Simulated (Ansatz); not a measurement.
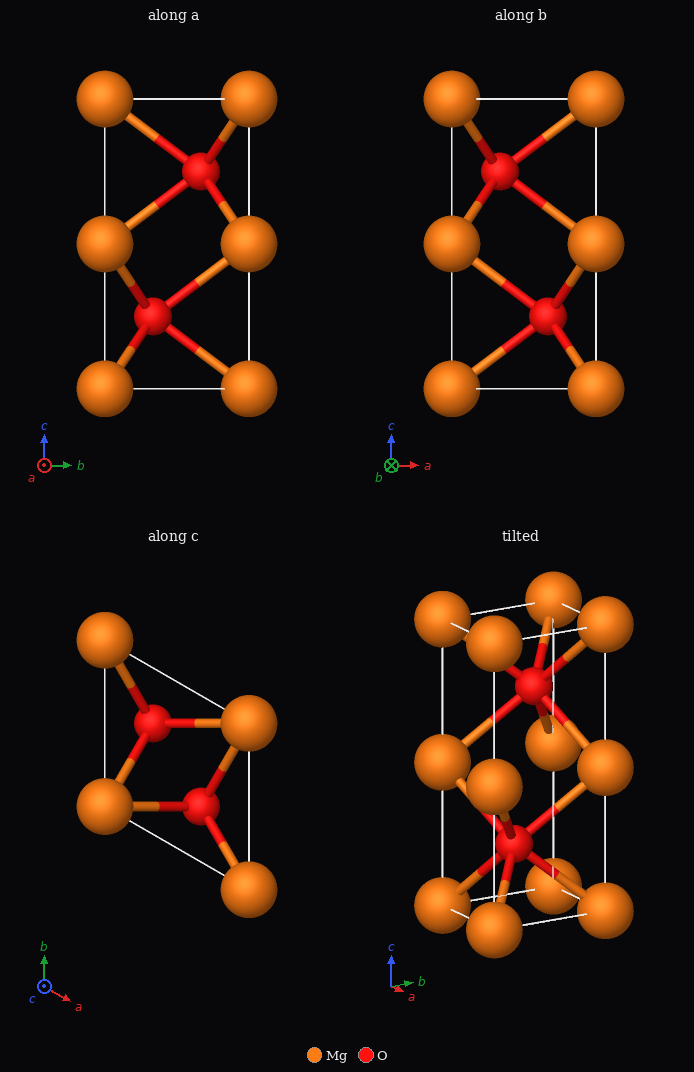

Ball-and-stick representation of a periodic structure, projected along the a axis, along the b axis, along the c axis and slightly off an axis. One conventional unit cell is framed, with atoms on its boundary repeated.

Lattice parameters: a = 2.9231 Å, b = 2.9231 Å, c = 5.0921 Å, α = 90.000°, β = 90.000°, γ = 120.000°.

Question: Put the structure into a CIF with its space group and independent sites.

Answer:
```cif
data_structure
_symmetry_space_group_name_H-M 'P 63/m m c'
_symmetry_Int_Tables_number 194
_cell_length_a 2.9231
_cell_length_b 2.9231
_cell_length_c 5.0921
_cell_angle_alpha 90.000
_cell_angle_beta 90.000
_cell_angle_gamma 120.000
_cell_volume 37.68
loop_
_atom_site_label
_atom_site_type_symbol
_atom_site_symmetry_multiplicity
_atom_site_Wyckoff_symbol
_atom_site_fract_x
_atom_site_fract_y
_atom_site_fract_z
_atom_site_occupancy
Mg1 Mg 2 a 0.0000 0.0000 0.5000 1
O1 O 2 d 0.3333 0.6667 0.7500 1
```

The structure comes from a structure type filled with these elements by a generator (whether the compound takes this form wasn't checked). Earlier steps of the study may have refined or changed the cell and positions. A calculation with Ansatz used it as input.

At this level of theory the cell isn't at rest (forces up to 1.0 eV/Å), so its distances can differ from those at equilibrium, the more so the softer the solid.
